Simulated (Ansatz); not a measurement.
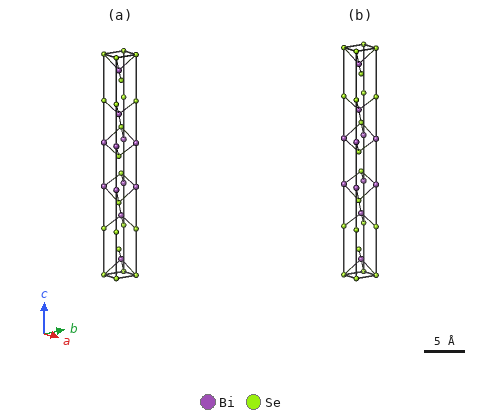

The structure of solid Bi2Se3 (built on the tetradymite type) before (left) and after (right) a relaxation, at one scale.

Style: ball-and-stick. Shown: the conventional cell (3 times the calculation's cell), slightly off an axis. Lengths and directions refer to the drawn axes.

Method: Ansatz, DFT, r2SCAN+rVV10, plane waves, PAW. (plane-wave cutoff 500 eV; k-point mesh 6 × 6 × 6; occupations fermi dirac; smearing width 0.02 eV; no spin polarisation; cell and atoms relaxed; force threshold 0.005 eV/Å)

### What changed between the two?

The largest moves relative to the cell, 0.11 Å, are those of Se atoms. Largest moves by element: Se 0.11 Å, Bi 0.05 Å. The volume changes by +2.8 %, with a = b 4.145 → 4.142 Å (−0.1 %), c 28.430 → 29.263 Å (+2.9 %). Near-neighbour distances that change, for instance: Bi–Se 2.864 → 2.854 Å, Bi–Se 3.069 → 3.074 Å. The space group stays R-3m (No. 166). The energy falls by 23.0 meV per cell of the calculation in 4 accepted moves (5 points after the start). Largest force component: 0.22 eV/Å at the start, 0.0023 eV/Å at the end. Pressure: 0.27 GPa at the start and 0.01 GPa at the end. The SCF was repeated once at an unchanged geometry on a basis and grid sized afresh for the cell, which shifted the energy by 0.5 meV per cell of the calculation at most. The run took 88 s on 2 threads of AMD EPYC 7R13 Processor (Zen 3) (shared host), peak memory 1.2 GiB.
